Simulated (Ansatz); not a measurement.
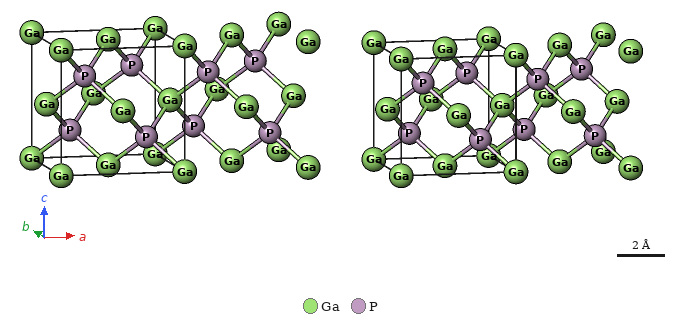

Two geometries of solid GaP (a generated structure, set up in F-43m) (coarse preliminary run), drawn at one scale. One is the start of a relaxation, the other its converged end. A ball-and-stick model of the conventional cell (4 times the calculation's cell), repeated 2 × 1 × 1 with one cell outlined, seen slightly off an axis. Lengths and directions refer to the drawn axes.

Method: DFT PBE, scalar-relativistic, plane waves, PAW in Ansatz 0.2.0. Settings: plane-wave cutoff 420 eV; k-point mesh 6 × 6 × 6; occupations gaussian; smearing width 0.1 eV; no spin polarisation; cell and atoms relaxed; force threshold 0.05 eV/Å; at most 60 steps.

**Which of the two is the end point?**

The left one is the relaxed one. Case: B → Ga on all its sites, cell and atoms relaxed. No atom moves by more than 0.005 Å relative to the cell. The drawn cell changes as follows: a = b = c 5.113 → 5.502 Å (+7.6 %); the volume changes by +24.6 %. Near-neighbour distances that change, for instance: Ga–P 2.214 → 2.383 Å. The space group stays F-43m (No. 216). The energy falls by 297 meV per atom in 3 accepted moves (4 points after the start). All forces vanish by symmetry, so only the cell relaxes. The pressure goes from 27.94 to 0.17 GPa. At 1 point the geometry stayed and the basis and grid were re-selected for the new cell (energy shift of 3.5 meV per atom at most each time).
